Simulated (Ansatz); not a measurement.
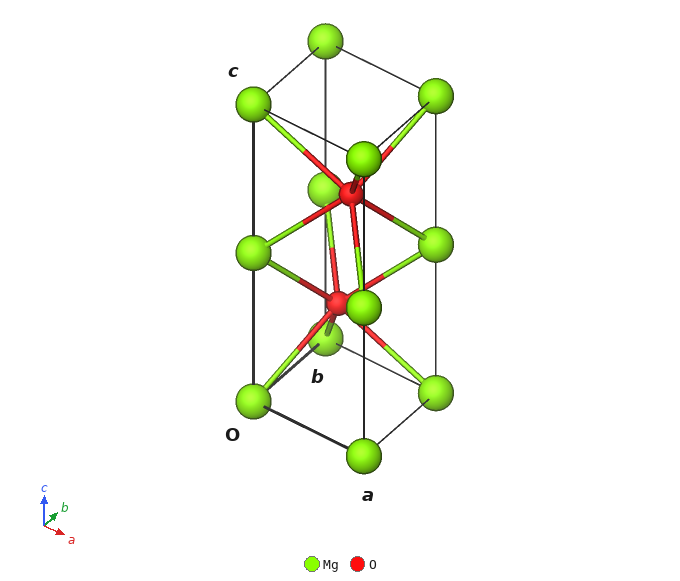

For MgO, the input geometry of an electronic-structure calculation (not necessarily at equilibrium); the starting structure was generated, so it need not be a known form of this composition: one unit cell is drawn above. Symmetry computed with spglib at a tolerance of 0.002 Å; standard conventional cell.

```
Mg O
1.0
     2.92306    0.00000    0.00000
    -1.46153    2.53144    0.00000
     0.00000    0.00000    5.09210
Mg O
2 2
Direct
  0.00000 0.00000 0.00000
  0.00000 0.00000 0.50000
  0.33333 0.66667 0.25000
  0.66667 0.33333 0.75000
```

### What is its point group?

6/mmm (D6h), order 24, hexagonal system: one sixfold axis, six twofold axes, seven mirror planes, an inversion centre.

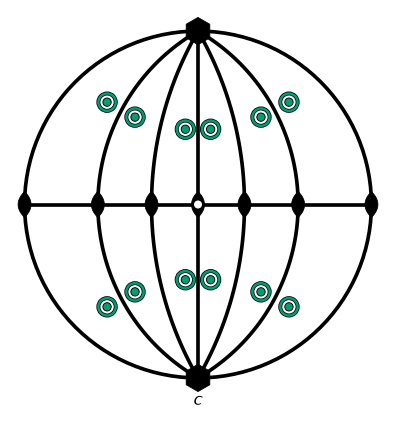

Stereographic projection: filled dots lie in the upper hemisphere, open rings in the lower; heavy lines are mirror planes (a heavy rim: a mirror in the plane of the page); lens, triangle, square and hexagon are 2-, 3-, 4- and 6-fold axes, a lens in an open square is −4, a triangle in an open hexagon −6; thin dashed diameters join the ends of axes that lie in the page; a small open circle marks inversion. The poles are one general form. The b axis points at the viewer.

### What does this class allow?

Class 6/mmm is centrosymmetric, so neither piezoelectric nor pyroelectric; it is not chiral. Its Laue class is 6/mmm.
